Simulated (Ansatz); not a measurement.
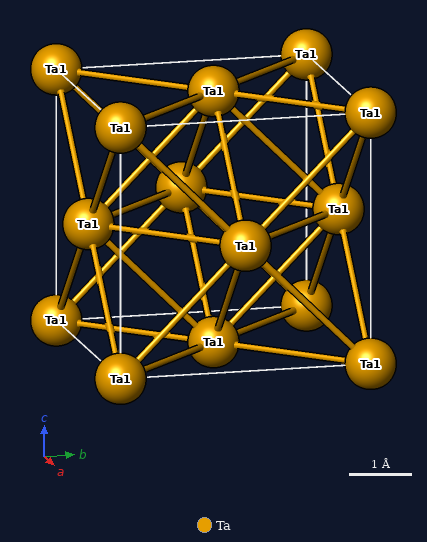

**Figure 1.** The input geometry of the first run (ball-and-stick view of the cell 4 times as large as that of the calculation, set on its symmetry axes, seen slightly off an axis; atoms are numbered from 1 in the order of the input). An atom can appear more than once, as a periodic image.

# Ta: a changed input and its effect

System: Ta (1 atom in the cell).
Method of the first run: DFT, PBE, dispersion d3bj, plane waves, PAW, PAW set soft_1, no spin polarisation (Ansatz 0.2.0).

The structure derives from an entry of the Crystallography Open Database. Text and figures count atoms from 1; the logs count them from 0 in places.

**Input, the first run**
```yaml
crystal:
  lattice:
    - [0.0, 2.11, 2.11]
    - [2.11, 0.0, 2.11]
    - [2.11, 2.11, 0.0]
  atoms:
    - { symbol: Ta, position: [0.0, 0.0, 0.0] }
basis:
  ecutrho_ratio: 12
kpoints:
  mp_grid: { grid: [18, 18, 18] }
hamiltonian:
  xc: pbe
  pseudopotentials: { kind: paw, azcp: { folder: soft_1 } }
  dispersion: d3bj
scf:
  occupations: { method: gaussian, width: 0.1 }
  mixing: { preconditioner: resta }
output:
  forces: true
  eigenvalues: true
  stress: true
relax:
  adjacent_minimum: "off"
  f_tol: 0.005
  max_steps: 80
  cell: { stress_tol: 0.05 }
```

Launched with:
```bash
ansatz run input.yaml --threads 2 --pin off --max-ram 6144MiB --backend cpu --events-out ev --progress --plain --runs-dir out
```

Hardware: 2 threads of Arm Neoverse N1, 98 GiB of memory available, shared host.

**Output, shortened to warnings, some set-up lines, iterations and results (the first run)**
```
Basis set: ecut = 420 eV, 339 PW (Γ), exchange–correlation on 72×72×72 points (8 copies of the dense FFT grid, shifted against one another)
Symmetry: 48 space group operations
k-points: 195 of 5832
Initial density: superposition of atomic densities (chi_scale 0.1, normalization cell)
[...]
SCF iter   1: F=—  HF=-9933.766922 eV  |F-HF|=—  |Δ(HF+E_count)|=         —  Δρ=4.65e-2  dr2=4.08e-1  ethr=3.10e-3  ⟨swp⟩=5.0  Hψ=11103  notcnv=0
SCF iter   2: F=—  HF=-9933.633814 eV  |F-HF|=—  |Δ(HF+E_count)|=   1.33e-1  Δρ=1.77e-2  dr2=3.44e-2  ethr=3.10e-3  ⟨swp⟩=2.5  Hψ=4860  notcnv=0  defer=65
SCF iter   3: F=—  HF=-9933.629999 eV  |F-HF|=—  |Δ(HF+E_count)|=   3.81e-3  Δρ=4.62e-3  dr2=1.59e-3  ethr=2.65e-4  ⟨swp⟩=2.7  Hψ=3140  notcnv=0  defer=64
SCF iter   4: F=—  HF=-9933.630146 eV  |F-HF|=—  |Δ(HF+E_count)|=   1.47e-4  Δρ=2.36e-4  dr2=2.93e-6  ethr=1.22e-5  ⟨swp⟩=1.0  Hψ=2081  notcnv=0  defer=64
SCF iter   5: F=—  HF=-9933.630148 eV  |F-HF|=—  |Δ(HF+E_count)|=   2.05e-6  Δρ=3.18e-5  dr2=8.74e-8  ethr=7.69e-10  ⟨swp⟩=7.7  Hψ=11173  notcnv=0
[... 22 lines ...]
SCF iter   2: F=—  HF=-9933.638533 eV  |F-HF|=—  |Δ(HF+E_count)|=   4.24e-7  Δρ=2.27e-5  dr2=1.53e-8  ethr=5.71e-10  ⟨swp⟩=2.3  Hψ=3085  notcnv=0
SCF iter   3: F=—  HF=-9933.638533 eV  |F-HF|=—  |Δ(HF+E_count)|=   1.23e-8  Δρ=2.08e-6  dr2=2.76e-10  ethr=1.17e-10  ⟨swp⟩=2.4  Hψ=2789  notcnv=0
SCF iter   4: F=-9933.638533 eV  HF=-9933.638533 eV  |F-HF|=3.64e-12  |Δ(HF+E_count)|=  1.18e-10  Δρ=2.52e-7  dr2=4.08e-12  ethr=1.00e-12  ⟨swp⟩=4.0  Hψ=9638  notcnv=0
SCF 5 converged in 4 iterations: F = -9933.638533 eV  dr2 = 4.08e-12
relax step   5: F+E_penalty+E_count = -9933.63853342 eV  Δ(F+E_penalty+E_count) = +1.184e-4 eV  max|allowed force component| = 0.000e0 eV/Å  Δτ_max = 0.0000 Å  P = +0.015 GPa …
basis re-selected at this cell: Δ(F+E_penalty+E_count) = +1.184e-4 eV, ΔP = -0.002 GPa vs the last step (what re-selecting the basis moved, of the pressure what is left beyond the Pulay correction that the steps carried, after the strain that the cell walked since its last selection, with what the …
SCF converged after 4 iterations
Free energy (F): -9933.638533 eV
Harris-Foulkes:  -9933.638533 eV  (|F-HF|=3.64e-12)
Internal energy: -9933.631676 eV  (E = F + TS)
E sigma→0 (E₀):  -9933.635105 eV
Entropy (-TS):   -0.006858 eV (-6.858 meV/atom)
Fermi energy:    18.575504 eV
--- Per-component energies (eV) ---
  E_band       = -109.109634
  E_kinetic    = 392.939373
  E_local      = -555.585751  (includes V_loc(G=0)·N_el)
  E_nonlocal   = -10.942711
  E_hartree    = 200.487100
  E_xc         = -321.092443
  E_vxc        = -233.407423  (∫ρ·V_xc dr)
  E_paw        = -8304.653735  (= ΣΔE_a)
  E_vpaw       = -103.087330  (= ΣTr[D̂ρ^β])
  E_aug_tail   = -0.000001  (compensation charges beyond the density's cutoff)
  E_ewald      = -1334.130886
  E_disp       = -0.652622  (pairwise vdW)
  E_smearing   = -0.006858  (= −TS)
  E_closure    = 0.000000  (closes the sum)
  Σ components = -9933.638533   (vs F -9933.638533, Δ=0.00e0)
--- Forces (eV/Å), atoms counted from 1 ---
  atom   1  Ta    -0.00000000    -0.00000000     0.00000000
  max |Σ_I F_I| component: 1.31e-31 eV/Å
--- Stress (GPa, compression-positive) ---
        0.015228       0.000000      -0.000000
        0.000000       0.015228      -0.000000
       -0.000000       0.000000       0.015228
  P = ⅓ Tr σ = 0.0152 GPa (0.152 kbar)
--- Relaxed structure (4 steps of the walk, 3 accepted, 1 SCFs on fresh bases) ---
  F+E_penalty+E_count = -9933.63853342 eV   max|allowed force component| = 0.000e0 eV/Å   (the final SCF, on the basis selected at the relaxed cell)
  cell:  # Å, volume = 18.2789 Å³
    - [1.9744566627470413e-34, 2.0907704334269464, 2.0907704334269464]
    - [2.0907704334269464, 2.5785369018032172e-34, 2.0907704334269464]
    - [2.0907704334269464, 2.0907704334269464, -2.2391771628935702e-35]
  atoms:
    - { symbol: Ta, position: [0.0, 0.0, 0.0] }
```

For the second run the input was changed thus:
```diff
-  ecutrho_ratio: 12
+  ecutwfc: 420
-  mixing: { preconditioner: resta }
```

How does the second run compare with the first run?

The energy doesn't change within 0.01 meV per atom. The number of SCF iterations is the same.

**Output, shortened to warnings, some set-up lines, iterations and results (the second run)**
```
Basis set: ecut = 420 eV, 339 PW (Γ), exchange–correlation on 40×40×40 points (8 copies of the dense FFT grid, shifted against one another)
Symmetry: 48 space group operations
k-points: 195 of 5832
Initial density: superposition of atomic densities (chi_scale 0.1, normalization cell)
[...]
SCF iter   1: F=—  HF=-9933.766920 eV  |F-HF|=—  |Δ(HF+E_count)|=         —  Δρ=4.65e-2  dr2=4.08e-1  ethr=3.10e-3  ⟨swp⟩=5.0  Hψ=11108  notcnv=0
SCF iter   2: F=—  HF=-9933.633816 eV  |F-HF|=—  |Δ(HF+E_count)|=   1.33e-1  Δρ=1.77e-2  dr2=3.44e-2  ethr=3.10e-3  ⟨swp⟩=2.5  Hψ=4863  notcnv=0  defer=65
SCF iter   3: F=—  HF=-9933.630001 eV  |F-HF|=—  |Δ(HF+E_count)|=   3.82e-3  Δρ=4.62e-3  dr2=1.59e-3  ethr=2.65e-4  ⟨swp⟩=2.7  Hψ=3142  notcnv=0  defer=64
SCF iter   4: F=—  HF=-9933.630149 eV  |F-HF|=—  |Δ(HF+E_count)|=   1.47e-4  Δρ=2.37e-4  dr2=2.93e-6  ethr=1.22e-5  ⟨swp⟩=1.0  Hψ=2081  notcnv=0  defer=64
SCF iter   5: F=—  HF=-9933.630150 eV  |F-HF|=—  |Δ(HF+E_count)|=   1.22e-6  Δρ=3.16e-5  dr2=8.48e-8  ethr=7.69e-10  ⟨swp⟩=7.7  Hψ=11174  notcnv=0
[... 22 lines ...]
SCF iter   2: F=—  HF=-9933.638535 eV  |F-HF|=—  |Δ(HF+E_count)|=   5.52e-7  Δρ=2.27e-5  dr2=1.52e-8  ethr=5.71e-10  ⟨swp⟩=2.3  Hψ=3091  notcnv=0
SCF iter   3: F=—  HF=-9933.638535 eV  |F-HF|=—  |Δ(HF+E_count)|=   1.23e-8  Δρ=2.06e-6  dr2=2.66e-10  ethr=1.17e-10  ⟨swp⟩=2.4  Hψ=2812  notcnv=0
SCF iter   4: F=-9933.638535 eV  HF=-9933.638535 eV  |F-HF|=1.09e-11  |Δ(HF+E_count)|=  1.29e-10  Δρ=2.46e-7  dr2=3.86e-12  ethr=1.00e-12  ⟨swp⟩=4.0  Hψ=9613  notcnv=0
SCF 5 converged in 4 iterations: F = -9933.638535 eV  dr2 = 3.86e-12
relax step   5: F+E_penalty+E_count = -9933.63853496 eV  Δ(F+E_penalty+E_count) = +1.184e-4 eV  max|allowed force component| = 0.000e0 eV/Å  Δτ_max = 0.0000 Å  P = +0.015 GPa …
basis re-selected at this cell: Δ(F+E_penalty+E_count) = +1.184e-4 eV, ΔP = -0.002 GPa vs the last step (what re-selecting the basis moved, of the pressure what is left beyond the Pulay correction that the steps carried, after the strain that the cell walked since its last selection, with what the …
SCF converged after 4 iterations
Free energy (F): -9933.638535 eV
Harris-Foulkes:  -9933.638535 eV  (|F-HF|=1.09e-11)
Internal energy: -9933.631677 eV  (E = F + TS)
E sigma→0 (E₀):  -9933.635106 eV
Entropy (-TS):   -0.006858 eV (-6.858 meV/atom)
Fermi energy:    18.575505 eV
--- Per-component energies (eV) ---
  E_band       = -109.109619
  E_kinetic    = 392.939376
  E_local      = -555.585809  (includes V_loc(G=0)·N_el)
  E_nonlocal   = -10.942710
  E_hartree    = 200.487090
  E_xc         = -321.092444
  E_vxc        = -233.407424  (∫ρ·V_xc dr)
  E_paw        = -8304.653736  (= ΣΔE_a)
  E_vpaw       = -103.087330  (= ΣTr[D̂ρ^β])
  E_aug_tail   = 0.000091  (compensation charges beyond the density's cutoff)
  E_ewald      = -1334.130913
  E_disp       = -0.652622  (pairwise vdW)
  E_smearing   = -0.006858  (= −TS)
  E_closure    = 0.000000  (closes the sum)
  Σ components = -9933.638535   (vs F -9933.638535, Δ=0.00e0)
--- Forces (eV/Å), atoms counted from 1 ---
  atom   1  Ta     0.00000000     0.00000000     0.00000000
  max |Σ_I F_I| component: 5.34e-32 eV/Å
--- Stress (GPa, compression-positive) ---
        0.015235      -0.000000      -0.000000
       -0.000000       0.015235      -0.000000
       -0.000000      -0.000000       0.015235
  P = ⅓ Tr σ = 0.0152 GPa (0.152 kbar)
--- Relaxed structure (4 steps of the walk, 3 accepted, 1 SCFs on fresh bases) ---
  F+E_penalty+E_count = -9933.63853496 eV   max|allowed force component| = 0.000e0 eV/Å   (the final SCF, on the basis selected at the relaxed cell)
  cell:  # Å, volume = 18.2789 Å³
    - [-5.6049092361851485e-34, 2.0907703922107426, 2.0907703922107426]
    - [2.0907703922107426, -7.897826650988165e-34, 2.0907703922107426]
    - [2.0907703922107426, 2.0907703922107426, -2.8024546180925743e-34]
  atoms:
    - { symbol: Ta, position: [0.0, 0.0, 0.0] }
```

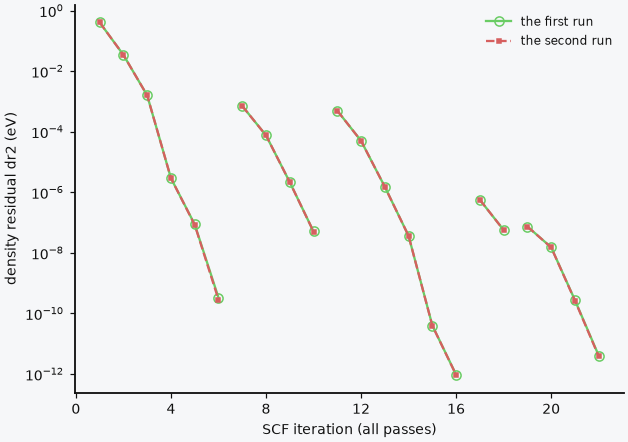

**Figure 2.** Convergence of the two runs: density residual dr2 against the SCF iteration. A break in a curve parts two SCF passes. The first run takes 22 iterations in all, and the second run takes 22.

**The two runs side by side**

```tsv
quantity	the first run	the second run
outcome	converged	converged
free energy per atom (eV)	−9933.6385	−9933.6385
energy per atom, smearing taken to zero (eV)	−9933.6351	−9933.6351
gap on the mesh (eV)	0.00	0.00
pressure (GPa)	0.02	0.02
largest force (eV/Å)	0.000	0.000
SCF iterations	22	22
irreducible k-points	195	195
wall time (shared host)	13 s	12 s
```

For both runs: Spin–orbit coupling is left out, which matters for Ta.
